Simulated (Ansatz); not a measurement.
## Single-point calculation, with input and output: Zr18HS36 (part 1 of 3)

Zr18HS36 (defect cell, 55 atoms in the cell), computed with DFT PBE, scalar-relativistic, plane waves, PAW, spin-polarised (Ansatz 0.2.0).

The structure derives from a Materials Project entry.

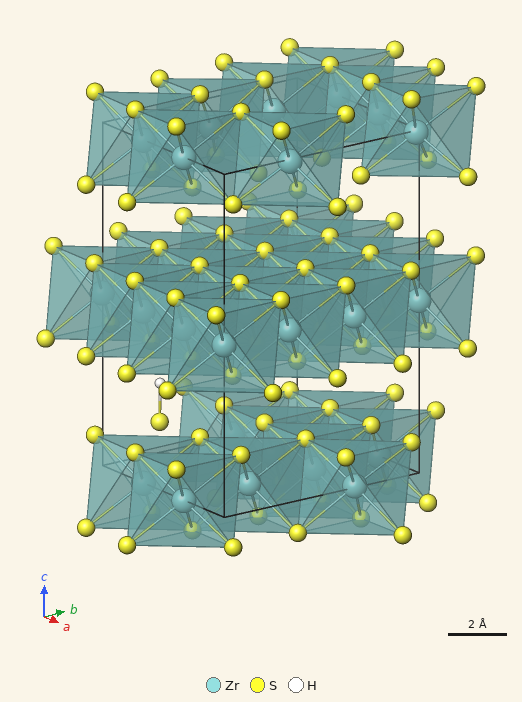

*The structure (polyhedral view of the cell of the calculation, seen slightly off an axis; polyhedra are completed across the faces of the cell). An atom can appear more than once, as a periodic image.*

## Results in brief

- outcome: converged
- electrons treated: 433
- free energy: −107882.6991 eV
- Fermi energy: 7.515 eV
- gap on the k-point mesh: none (metallic)
- net moment of the cell: 0.00 μB
- integrated absolute moment: 0.00 μB
- largest force (length of the vector): 0.018 eV/Å
- hardware: 8 threads of Arm Neoverse N1, 98 GiB of memory available, shared host
- wall time: 6.9 min (CPU time 51 min)
- peak memory: 12 GiB

## Remarks

The program warns: some starting moments were not kept. The k-point mesh is coarse for a cell of this size, so the results may not be converged.

## The input
```yaml
crystal:
  lattice:
    - [11.074148, 0.0, 0.0]
    - [-5.537074, 9.590493, 0.0]
    - [0.0, 0.0, 12.082154]
  atoms:
    - { symbol: Zr, position: [-0.0069795883, -0.0115988884, -0.0063341663] }
    - { symbol: Zr, position: [-0.0008555055, -0.0008870624, 0.5028578604] }
    - { symbol: Zr, position: [-0.006793475, 0.3410941097, -0.0070084638] }
    - { symbol: Zr, position: [-0.0009591508, 0.3333553343, 0.5031419411] }
    - { symbol: Zr, position: [0.000576408, 0.668470216, 0.0052258448] }
    - { symbol: Zr, position: [-0.00083893, 0.666296498, 0.5009664503] }
    - { symbol: Zr, position: [0.3332406932, 0.0010366526, -0.001490916] }
    - { symbol: Zr, position: [0.3329433052, -0.0005951835, 0.5004748989] }
    - { symbol: Zr, position: [0.3456579351, 0.3411598531, -0.0068552309] }
    - { symbol: Zr, position: [0.3332055246, 0.3331779331, 0.5029106087] }
    - { symbol: Zr, position: [0.3333437381, 0.668992408, -0.0016152656] }
    - { symbol: Zr, position: [0.3329046796, 0.6667038366, 0.5001423154] }
    - { symbol: Zr, position: [0.6653557144, 0.0009671658, -0.0014587103] }
    - { symbol: Zr, position: [0.6658306809, -0.000443865, 0.500235725] }
    - { symbol: Zr, position: [0.6657117834, 0.333682982, 0.0051859248] }
    - { symbol: Zr, position: [0.6660211151, 0.3331374936, 0.5009394309] }
    - { symbol: Zr, position: [0.6656036637, 0.6685032609, 0.0052017332] }
    - { symbol: Zr, position: [0.6660951202, 0.6662168847, 0.5011203365] }
    - { symbol: S, position: [0.2211650426, 0.1111496513, 0.3819310784] }
    - { symbol: S, position: [0.2202220259, 0.1136838564, 0.8815018331] }
    - { symbol: S, position: [0.2210097383, 0.4430911586, 0.3818539037], spin: 0.2 }
    - { symbol: S, position: [0.2206051056, 0.4433091991, 0.8811843114] }
    - { symbol: S, position: [0.2212480206, 0.7773224119, 0.3810745029] }
    - { symbol: S, position: [0.2200881071, 0.7784017055, 0.880700107] }
    - { symbol: S, position: [0.5550038, 0.1110633918, 0.3811017219] }
    - { symbol: S, position: [0.5558864788, 0.1141094608, 0.8807439682] }
    - { symbol: S, position: [0.5543771851, 0.4438413274, 0.3820766952] }
    - { symbol: S, position: [0.561559138, 0.4490472292, 0.8793276043] }
    - { symbol: S, position: [0.5551023956, 0.7772262593, 0.3810656849] }
    - { symbol: S, position: [0.5559959603, 0.7783778509, 0.8806787544] }
    - { symbol: S, position: [0.889085364, 0.1112241092, 0.3818933808], spin: 0.2 }
    - { symbol: S, position: [0.8910813691, 0.1135449825, 0.8814587299] }
    - { symbol: S, position: [0.8885110243, 0.4437949799, 0.3821278194] }
    - { symbol: S, position: [0.8852573934, 0.4490212796, 0.8792408629] }
    - { symbol: S, position: [0.8884693464, 0.7779244672, 0.3820610792] }
    - { symbol: S, position: [0.8852671635, 0.7728001707, 0.87952253] }
    - { symbol: S, position: [0.1108318824, 0.2238395747, 0.1150769638], spin: 0.2 }
    - { symbol: S, position: [0.1104702157, 0.2218435978, 0.6214953736] }
    - { symbol: S, position: [0.1105651052, 0.5548413373, 0.1197783158] }
    - { symbol: S, position: [0.1112721743, 0.5559256813, 0.6206692757] }
    - { symbol: S, position: [0.1105121917, 0.8919094899, 0.1200329612] }
    - { symbol: S, position: [0.1111348951, 0.888580155, 0.6207031196] }
    - { symbol: S, position: [0.4421723148, 0.2238279888, 0.1198578515] }
    - { symbol: S, position: [0.4437407547, 0.2211785485, 0.620723833] }
    - { symbol: S, position: [0.4420490544, 0.5549252867, 0.119832263] }
    - { symbol: S, position: [0.4436501852, 0.5559179221, 0.6206223395] }
    - { symbol: S, position: [0.4439295956, 0.8902674482, 0.1188294412] }
    - { symbol: S, position: [0.443775331, 0.8884269711, 0.6197000914] }
    - { symbol: S, position: [0.7794188259, 0.2238085124, 0.1197933972] }
    - { symbol: S, position: [0.7763779007, 0.2210645374, 0.6207221665] }
    - { symbol: S, position: [0.7773100757, 0.5568554173, 0.1232738642] }
    - { symbol: S, position: [0.7771416079, 0.5551812795, 0.6206042349] }
    - { symbol: S, position: [0.7790754074, 0.8919178138, 0.1200239127] }
    - { symbol: S, position: [0.7764043778, 0.8886379351, 0.6206566496] }
    - { symbol: H, position: [0.111716107, 0.2255511346, 0.2276136167], spin: 0.2 }
magnetization:
  spin_polarized: true
basis:
  ecutwfc: 420
  fft_grid_basis: typed
kpoints:
  mp_grid: { grid: [3, 3, 1] }
hamiltonian:
  xc: pbe
  pseudopotentials: { kind: paw }
scf:
  occupations: { method: gaussian, width: 0.05 }
output:
  forces: true
  stress: false
  eigenvalues: true
  bader: true
  write_density: true
  volumetric_format: npy
  populations: true
```

Run as:
```bash
ansatz run input.yaml --threads 8 --pin off --max-ram 16384MiB --backend cpu --events-out ev --progress --plain --runs-dir out
```

## Output
```
Engine: ansatz 0.2.0, aarch64-unknown-linux-gnu
Pseudopotentials: kind: paw
Pseudopotential: Zr, paw, valence charge 12, recommended cutoff 420 eV (normal), Zr.paw.azcp
Pseudopotential: S, paw, valence charge 6, recommended cutoff 420 eV (normal), S.paw.azcp
Pseudopotential: H, paw, valence charge 1, recommended cutoff 420 eV (normal), H.paw.azcp
Functional definition: PBE
  parameter kappa = 0.804
  parameter beta = 0.06672455060314922
  exchange = pbe_x(kappa = kappa, mu = beta*pi^2/3)
  correlation = pbe_c(beta = beta)
Crystal: 55 atoms, lattice volume = 1283.204 Å³
Basis set: ecut = 420 eV, 25067 PW (Γ), exchange–correlation on 150×150×162 points (8 copies of the dense FFT grid, shifted against one another)
Bands: 272, of which v1, the nominal top of the filled ones, is band 217 counted from 1 (216 counted from 0)
Symmetry: 1 space group operations
Space group: P1 (ITA 1), of the structure as read, at distance tolerance 1.1e-4 Å
Magnetic group: BNS 1.1 (UNI 1), of the structure as read, at distance tolerance 1.1e-4 Å
k-points: 5 of 9 (time reversal used)
Non-local potential: Zr, projectors of the file, l = 0: 3, l = 1: 2, l = 2: 2, l = 3: 2
Non-local potential: S, projectors of the file, l = 0: 2, l = 1: 2, l = 2: 2
Non-local potential: H, projectors of the file, l = 0: 2, l = 1: 1
PAW form: soft (Blöchl's): semilocal exchange-correlation on the pseudo side does not see the compensation charge
PAW one-centre angular grid: Zr, 590 points (default); XC on 64 Gauss nodes
PAW one-centre angular grid: S, 110 points (default); XC on 64 Gauss nodes
PAW one-centre angular grid: H, 110 points (default); XC on 64 Gauss nodes
Starting moments: Σ|m| = 0.8 μB on 4 of 55 sites
Initial wavefunctions: pseudopotential atomic-orbital guess
Functional: x = pbe(κ = 0.804, μ = 0.2195149727645171), c = pbe(β = 0.06672455060314922)
SCF iter   1: F=—  HF=-107901.347313 eV  |F-HF|=—  |Δ(HF+E_count)|=         —  Δρ=2.33e-2 (↑2.33e-2 ↓2.30e-2)  dr2=9.44e1  dr2_m=3.49e-2  M=0.028 μB ∫|m|=0.139 μB  β_m=0.30  ethr=3.10e-3  ⟨swp⟩=5.8  Hψ=10611  notcnv=0  defer=12
Mixer restart at iter 1: flushing history
preconditioner: auto → Kerker (q_TF=auto, 2.276 Å⁻¹)  [metal: Δε(μ)=0.021 eV  Ē_g=6.774 eV  σ=0.050 eV  W_gap=0.23  n_scr=242 (ndim 8)  ℏωp=17.6 eV  f_vac=0.004  D(μ)=20.44/eV (n_scr^D=108)]
spin=Collinear: Kerker preconditioning applied to the charge; magnetization (m = ρ↑ − ρ↓) channel mixes plain (no charge-response kernel on spin).
SCF iter   2: F=—  HF=-107892.238583 eV  |F-HF|=—  |Δ(HF+E_count)|=    9.11e0  Δρ=1.62e-2 (↑1.62e-2 ↓1.61e-2)  dr2=4.85e1  dr2_m=1.92e-2  M=0.020 μB ∫|m|=0.104 μB  β_m=0.62  ethr=3.10e-3  ⟨swp⟩=2.8  Hψ=4321  notcnv=0  defer=396
SCF iter   3: F=—  HF=-107883.359526 eV  |F-HF|=—  |Δ(HF+E_count)|=    8.88e0  Δρ=4.48e-3 (↑4.43e-3 ↓4.48e-3)  dr2=4.75e0  dr2_m=3.85e-4  M=0.004 μB ∫|m|=0.074 μB  β_m=0.72  ethr=3.10e-3  ⟨swp⟩=2.8  Hψ=4043  notcnv=0  defer=396
SCF iter   4: F=—  HF=-107882.584902 eV  |F-HF|=—  |Δ(HF+E_count)|=   7.75e-1  Δρ=2.22e-3 (↑2.22e-3 ↓2.18e-3)  dr2=6.89e-1  dr2_m=1.11e-4  M=-0.003 μB ∫|m|=0.028 μB  β_m=0.86  ethr=1.10e-3  ⟨swp⟩=2.0  Hψ=4248  notcnv=0  defer=420
SCF iter   5: F=—  HF=-107882.643170 eV  |F-HF|=—  |Δ(HF+E_count)|=   5.83e-2  Δρ=7.63e-4 (↑7.63e-4 ↓7.59e-4)  dr2=7.00e-2  dr2_m=8.44e-6  M=-0.001 μB ∫|m|=0.006 μB  β_m=0.93  ethr=1.59e-4  ⟨swp⟩=2.0  Hψ=3928  notcnv=0  defer=432
preconditioner: auto → Resta (q_TF=auto, 2.276 Å⁻¹)  ε∞=6.9  [insulator: Δε(μ)=0.066 eV  Ē_g=7.269 eV  σ=0.050 eV  W_gap=0.62  n_scr=242 (ndim 8)  ℏωp=17.6 eV  f_vac=0.013  D(μ)=13.52/eV (n_scr^D=58)  ε∞_Penn≈6.9]
spin=Collinear: Resta preconditioning applied to the charge; magnetization (m = ρ↑ − ρ↓) channel mixes plain (no charge-response kernel on spin).
SCF iter   6: F=—  HF=-107882.693933 eV  |F-HF|=—  |Δ(HF+E_count)|=   5.08e-2  Δρ=3.28e-4 (↑3.27e-4 ↓3.28e-4)  dr2=1.83e-2  dr2_m=5.23e-7  M=-0.000 μB ∫|m|=0.002 μB  β_m=0.88  ethr=1.62e-5  ⟨swp⟩=2.0  Hψ=4372  notcnv=0  defer=432
SCF iter   7: F=—  HF=-107882.697456 eV  |F-HF|=—  |Δ(HF+E_count)|=   3.52e-3  Δρ=1.43e-4 (↑1.43e-4 ↓1.43e-4)  dr2=3.66e-3  dr2_m=1.03e-7  M=-0.000 μB ∫|m|=0.001 μB  β_m=0.87  ethr=4.23e-6  ⟨swp⟩=2.0  Hψ=3987  notcnv=0  defer=432
SCF iter   8: F=—  HF=-107882.698808 eV  |F-HF|=—  |Δ(HF+E_count)|=   1.35e-3  Δρ=5.29e-5 (↑5.24e-5 ↓5.29e-5)  dr2=3.60e-4  dr2_m=2.10e-8  M=-0.000 μB ∫|m|=0.001 μB  β_m=0.91  ethr=8.45e-7  ⟨swp⟩=2.0  Hψ=3802  notcnv=0  defer=432
SCF iter   9: F=—  HF=-107882.699056 eV  |F-HF|=—  |Δ(HF+E_count)|=   2.48e-4  Δρ=2.44e-5 (↑2.44e-5 ↓2.44e-5)  dr2=9.01e-5  dr2_m=1.71e-8  M=0.000 μB ∫|m|=0.000 μB  β_m=0.90  ethr=8.32e-8  ⟨swp⟩=2.0  Hψ=3830  notcnv=0  defer=432
SCF iter  10: F=—  HF=-107882.699090 eV  |F-HF|=—  |Δ(HF+E_count)|=   3.41e-5  Δρ=9.42e-6 (↑9.38e-6 ↓9.42e-6)  dr2=9.43e-6  dr2_m=5.10e-10  M=0.000 μB ∫|m|=0.000 μB  β_m=0.91  ethr=2.08e-8  ⟨swp⟩=2.0  Hψ=4158  notcnv=0  defer=432
SCF iter  11: F=—  HF=-107882.699099 eV  |F-HF|=—  |Δ(HF+E_count)|=   8.68e-6  Δρ=3.76e-6 (↑3.76e-6 ↓3.72e-6)  dr2=1.77e-6  dr2_m=8.36e-11  M=0.000 μB ∫|m|=0.000 μB  β_m=0.90  ethr=2.18e-9  ⟨swp⟩=2.0  Hψ=4166  notcnv=0  defer=432
SCF iter  12: F=—  HF=-107882.699100 eV  |F-HF|=—  |Δ(HF+E_count)|=   8.49e-7  Δρ=1.49e-6 (↑1.49e-6 ↓1.48e-6)  dr2=3.35e-7  dr2_m=1.07e-11  M=0.000 μB ∫|m|=0.000 μB  β_m=0.89  ethr=4.08e-10  ⟨swp⟩=2.0  Hψ=3842  notcnv=0  defer=432
SCF iter  13: F=-107882.699100 eV  HF=-107882.699100 eV  |F-HF|=4.90e-9  |Δ(HF+E_count)|=   1.50e-7  Δρ=6.21e-7 (↑6.19e-7 ↓6.21e-7)  dr2=4.48e-8  dr2_m=1.34e-12  M=0.000 μB ∫|m|=0.000 μB  ethr=2.31e-11  ⟨swp⟩=11.3  Hψ=14436  notcnv=0
SCF 1 converged in 13 iterations: F = -107882.699100 eV  dr2 = 4.48e-8
  greatest PAW one-centre occupation: 0.995 electrons in one spin orbital (limit 2), on the Zr atom at site 0 (counted from 0), in its partial waves of l = 0
```

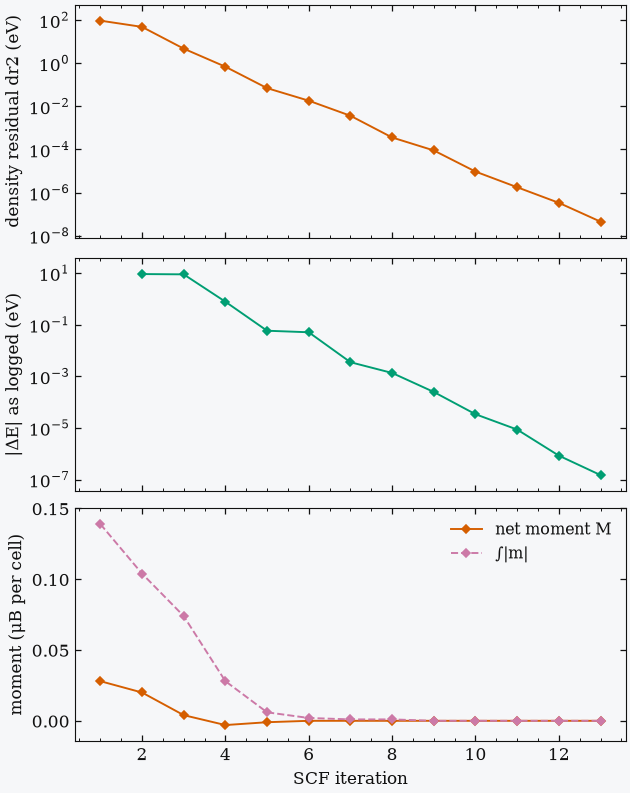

*Convergence of the self-consistent field: density residual dr2, size of the energy change and magnetic moment against the SCF iteration.*

The residual falls at every step. The net moment stays at 0.0 μB per cell, and ∫|m| falls to zero.

```
WARN: the starting moments were not kept: the SCF closed with an absolute magnetisation of 5.9e-6 μB, where they sum to 0.8 μB in size (4 sites). That is at most 0.1 of that sum. Measured as dr2_m measures the in/out step, that magnetisation stands 3.9e-13 eV from none, at or under the dr2_threshold of 1.0e-7 eV: it is no larger than a step whose dr2_m would equal this threshold. The system may hold no moment; this SCF shows only that its start led to no more than that. To try another start: raise the starting moments (crystal.atoms[].spin, magnetization.per_species, magnetization.initial_magnetization, or on a non-collinear deck that types none of these the spinor_matrix: blocks that start its atoms; where the total moment is fixed, keep their sum and leave initial_magnetization as it is; typed ones take the place of any that the run laid by itself, positive ones on a crystal's lanthanoids without a Hubbard term where scf.initial_density.shell_occupations: [] is typed) or, if the notice of its spin-set hold's release reads "site moments contracting" or "site moments show no strong build", lengthen the hold (scf.mixing.spin_hold: { on: { confirm: 4 } }; for m-r²SCAN on two components see the key's manual first). Each may lead to a state that holds a moment. A second SCF, from the converged charge density, with the starting moments and any scf.initial_density.shell_occupations laid on it anew, would have followed, and was not run: the deck does not ask for one (magnetization.retry_lost_moments is false, the default). To let it run, set magnetization.retry_lost_moments: true and run the deck again, where that key's refused combinations let it; where memory then withholds it, that run's warning says so.
SCF converged after 13 iterations
Magnetization: 0.0000 μB (216.5000 up, 216.5000 down)
Absolute magnetization: 0.0000 μB (∫|ρ↑−ρ↓|, with the PAW one-centre terms)
Spin contamination: 0.0000 ħ² per cell (⟨S²⟩ above its minimum at these occupations)
Per-site moments (μB) at R_I (Å): [(1.779969132951216e-7, 1.0252406728102779), (2.3446040565319285e-8, 1.0582658934133002), (1.7776851058593028e-7, 1.0250635888127837), (-7.383668695346119e-9, 1.0575462388762784), (1.366732576213964e-7, 1.0529094730782749), (5.860637318693616e-8, 1.0605364980832122), (1.2448484205117728e-7, 1.0584728040352573), (5.2052690206161966e-8, 1.059755267185925), (1.7668618673167753e-7, 1.0253290027677606), (2.682607277116421e-8, 1.0582149626679291), (1.2045307887100553e-7, 1.0583197273644296), (2.1590703678090706e-8, 1.0604016122011586), (1.218034404332163e-7, 1.0584521213694746), (2.1082110757305482e-8, 1.0612199867487757), (1.3299545969172552e-7, 1.0529418446029697), (5.428916063488158e-8, 1.0605099025026674), (1.3776187711667658e-7, 1.052910530789217), (5.781536591091252e-8, 1.0611055260110753), (-5.333672826325916e-9, 1.0634837285166565), (-4.81650422224137e-8, 1.0593853866592262), (3.683621295126226e-8, 1.0630720204806134), (-5.07808559128574e-8, 1.0592419914015092), (-2.1362345070613693e-8, 1.060843797665609), (-2.2602367106856397e-8, 1.0583197273644296), (-1.9645777068792318e-8, 1.0609936060806289), (-1.829940079248537e-8, 1.0584521213694746), (-2.693242624040772e-8, 1.0605099025026674), (-8.293730181372349e-9, 1.0253290027677606), (-9.264079205642108e-9, 1.060614821505548), (-1.9955270755877964e-8, 1.0583375392204029), (3.7525354458535635e-8, 1.0620429999975638), (-5.5653921693423385e-8, 1.0593318907189528), (-1.5193384938914412e-8, 1.0608353484522952), (-6.003278798896271e-9, 1.0250635888127837), (-2.682065945501785e-8, 1.0605364980832122), (-7.054219570356196e-9, 1.0252406728102779), (-5.905262148385308e-8, 0.5609110181940825), (6.829571599678222e-9, 1.0610074254636213), (-2.697176226060342e-8, 1.0529094730782749), (-8.46528753942789e-9, 1.0575462388762784), (-2.5735839858836763e-8, 1.0530046482904583), (-2.8442918211724077e-8, 1.0582658934133002), (-2.5910827940379658e-8, 1.0529763867460462), (-2.9153870208501828e-8, 1.0582149626679291), (-2.802661517095099e-8, 1.052910530789217), (-1.5807804491592007e-8, 1.058613707580192), (-2.340912331373542e-8, 1.0614293756558089), (-1.583858907832371e-8, 1.059755267185925), (-2.9256746532845733e-8, 1.0529418446029697), (-7.563013724752495e-9, 1.057997526954003), (-1.854298999494621e-8, 1.0610685844736212), (-4.324234111464394e-8, 1.0613699804464718), (-2.5942037579255472e-8, 1.0529626698783132), (-1.5575081886050324e-8, 1.0588541275575356), (1.7122535118641308e-7, 0.5609110181940825)]
Free energy (F): -107882.699100 eV
Harris-Foulkes:  -107882.699100 eV  (|F-HF|=4.90e-9)
Internal energy: -107882.682078 eV  (E = F + TS)
E sigma→0 (E₀):  -107882.690589 eV
Entropy (-TS):   -0.017022 eV (-0.309 meV/atom)
Fermi energy:    7.515157 eV
--- Per-component energies (eV) ---
  E_band       = -3204.758775
  E_kinetic    = 9841.073741
  E_local      = -24773.301850  (includes V_loc(G=0)·N_el)
  E_nonlocal   = 2424.676146
  E_hartree    = 8759.553452
  E_xc         = -6427.491794
  E_vxc        = -6610.028883  (∫ρ·V_xc dr)
  E_paw        = -74769.413831  (= ΣΔE_a)
  E_vpaw       = -1606.276420  (= ΣTr[D̂ρ^β])
  E_aug_tail   = -0.000641  (compensation charges beyond the density's cutoff)
  E_ewald      = -22937.777301
  E_smearing   = -0.017022  (= −TS)
  E_closure    = -0.000000  (closes the sum)
  Σ components = -107882.699100   (vs F -107882.699100, Δ=0.00e0)
```
